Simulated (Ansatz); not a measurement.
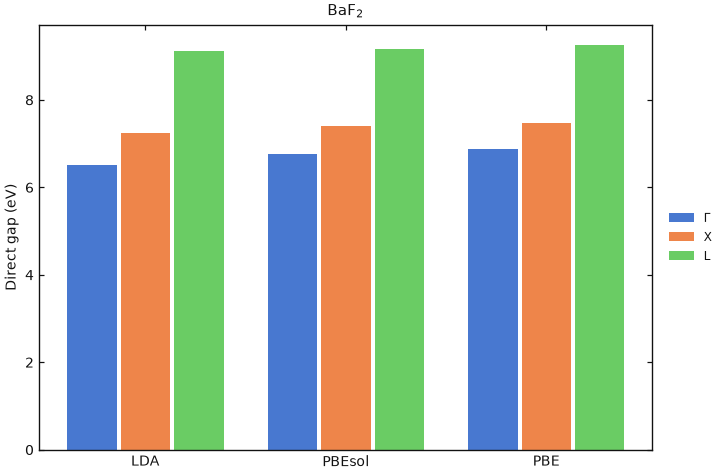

Direct gap at each named k point, by several methods on one cell of fluorite-type BaF2, space group Fm-3m, 3 atoms in the primitive cell; cubic a = 6.200 Å. All runs are with spin-orbit coupling and carry no moments. The smallest gap is indirect or lies off these points.

### How do the methods rank at Γ?

From low to high: LDA 6.52, PBEsol 6.76, PBE 6.88 eV.

```csv
method,program,Γ (eV),X (eV),L (eV)
LDA,Ansatz,6.52,7.24,9.11
PBEsol,Ansatz,6.76,7.40,9.17
PBE,Ansatz,6.88,7.47,9.25
```

Settings. LDA: Ansatz PAW, 6×6×6 k mesh, 420 eV cutoff, Fermi-Dirac smearing of 0.05 eV (Ansatz). PBEsol: Ansatz PAW, 6×6×6 k mesh, 420 eV cutoff, Fermi-Dirac smearing of 0.05 eV (Ansatz 0.2.0). PBE: Ansatz PAW, 8×8×8 k mesh, 420 eV cutoff, Fermi-Dirac smearing of 0.05 eV (Ansatz 0.2.0).

These are three of the 5 methods that were run on this cell. Runs that lie over 0.07 eV from the median of the programs for their method weren't drawn. LDA, GGA and most meta-GGA functionals understate gaps. LDA and PBEsol: the PAW data sets were made with another functional. Over all k points computed the smallest gap is 6.44 eV in LDA, 6.69 eV in PBEsol and 6.82 eV in PBE.
